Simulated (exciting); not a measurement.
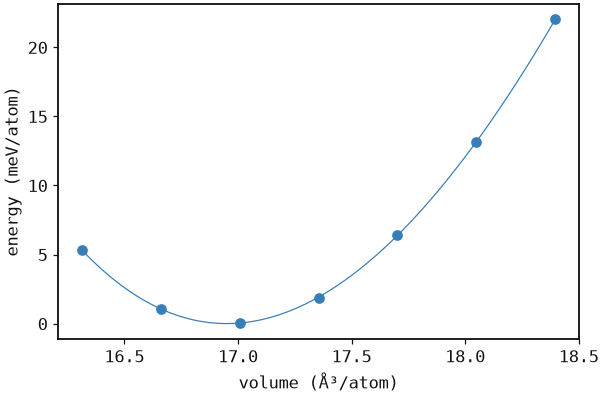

The plot gives the computed energy against volume for MgSi, space group P4/mmm (No. 123).

Cell as given: a = 2.908 Å, b = 2.908 Å, c = 4.103 Å, α = 90.00°, β = 90.00°, γ = 90.00°; 2 atoms.

Calculation (exciting sodium): all-electron LAPW DFT, no spin polarisation; energies at scaled volumes of the given cell, shape and fractions fixed, counted from the fit's minimum, third-order Birch-Murnaghan fit. Level: PBEsol.

k mesh 9×9×7; occupations Fermi–Dirac; smearing width 0.05 eV; potentials all electron LAPW+lo, shipped species files; program settings rgkmax 7.5.

How stiff is the solid, and where is its volume at rest?

A third-order Birch–Murnaghan fit gives V0 = 16.95 Å³/atom, B0 = 66.4 GPa and B′ = 4.5.

Note: shape and atomic fractions are frozen while scaling, which makes layered, chain and framework solids too stiff.

The computed values:

```json
{"volume (Å³/atom)": "16.31", "energy (meV/atom)": "5.30"}
{"volume (Å³/atom)": "16.66", "energy (meV/atom)": "1.08"}
{"volume (Å³/atom)": "17.01", "energy (meV/atom)": "0.04"}
{"volume (Å³/atom)": "17.35", "energy (meV/atom)": "1.89"}
{"volume (Å³/atom)": "17.70", "energy (meV/atom)": "6.41"}
{"volume (Å³/atom)": "18.05", "energy (meV/atom)": "13.18"}
{"volume (Å³/atom)": "18.40", "energy (meV/atom)": "22.02"}
```
